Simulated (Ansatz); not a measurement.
**Sb₂Se₃: density, localisation and related maps**

```
Sb Se
1.0
     7.47515    0.00000    0.00000
    -3.73757    6.47367    0.00000
     0.00000    0.00000   19.40114
Sb Se
12 18
Direct
  0.66667 0.33333 0.17450
  0.33333 0.66667 0.50784
  0.00000 0.00000 0.84117
  0.33333 0.66667 0.32550
  0.00000 0.00000 0.65883
  0.66667 0.33333 0.99216
  0.33333 0.66667 0.00784
  0.00000 0.00000 0.34117
  0.66667 0.33333 0.67450
  0.00000 0.00000 0.15883
  0.66667 0.33333 0.49216
  0.33333 0.66667 0.82550
  0.28741 0.28741 0.25000
  0.95407 0.62074 0.58333
  0.62074 0.95407 0.91667
  0.71259 0.00000 0.25000
  0.37926 0.33333 0.58333
  0.04593 0.66667 0.91667
  0.00000 0.71259 0.25000
  0.66667 0.04593 0.58333
  0.33333 0.37926 0.91667
  0.66667 0.62074 0.08333
  0.33333 0.95407 0.41667
  0.00000 0.28741 0.75000
  0.95407 0.33333 0.08333
  0.62074 0.66667 0.41667
  0.28741 0.00000 0.75000
  0.37926 0.04593 0.08333
  0.04593 0.37926 0.41667
  0.71259 0.71259 0.75000
```

Space group R-3c; a structure from a database of computed crystals, not necessarily the ambient phase; a generated structure, not necessarily the stable one.

Level of theory: Ansatz, DFT PBE, scalar-relativistic, plane waves, PAW.

The density is the valence pseudo-density of a PAW calculation; it isn't the true density close to the nuclei.

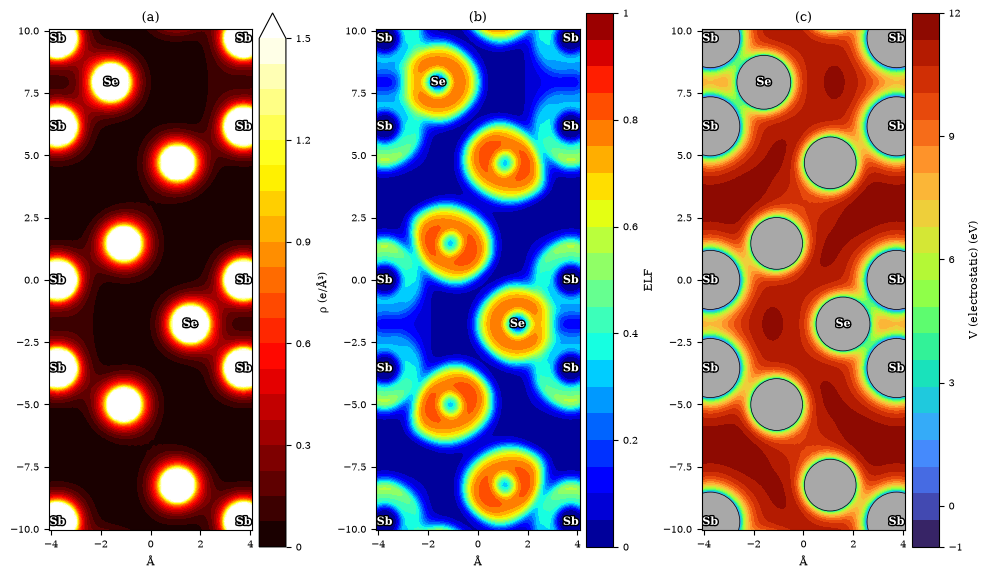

Figure 1. (a) valence electron density; (b) ELF; (c) electrostatic potential energy of an electron on the (010) plane of the conventional cell. Grey discs cover the atomic cores in the potential map.

Q: Describe what can be read from this map.

A:
- Atoms in the plane: Sb and Se.
- Atoms just off the plane (Se, 0.3 Å away) can leave unmarked features too.
- Sb–Se (2.78 Å): ρ is about 0.36 e/Å³ halfway; the ELF is about 0.55 at the midpoint.
- Between the atoms the lowest density in this plane is 0.003 e/Å³.
- Outside the cores the potential energy rises away from the atoms and is highest about 2.5 Å from the nearest atoms; its zero is arbitrary.

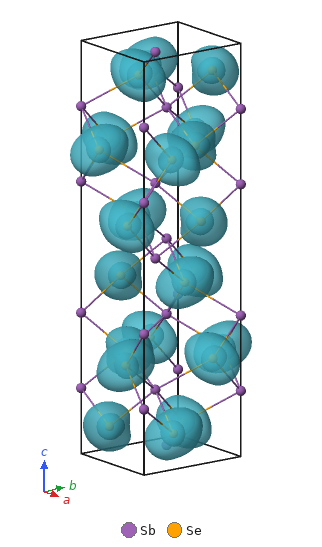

Figure 2. Isosurface of the electron localisation function at 0.7 (cyan), seen slightly off an axis. Core shells and regions of very low density are left out. Sticks mark near contacts.

Q: Where are the electrons localised?

A: At this value the surface marks out 18 regions wrapped around Se (the valence shell of each), counted in one cell of 30 atoms. Any copies at cell faces, edges or corners count once.


 Sb–Se (3.05 Å): the ELF is about 0.40 at the midpoint.

Q: Does the calculation make it a metal, or give it a gap?

A: It is gapped, with a Kohn–Sham gap of 0.28 eV on the k-point mesh (the band edges may lie off the mesh, which would make the gap smaller).
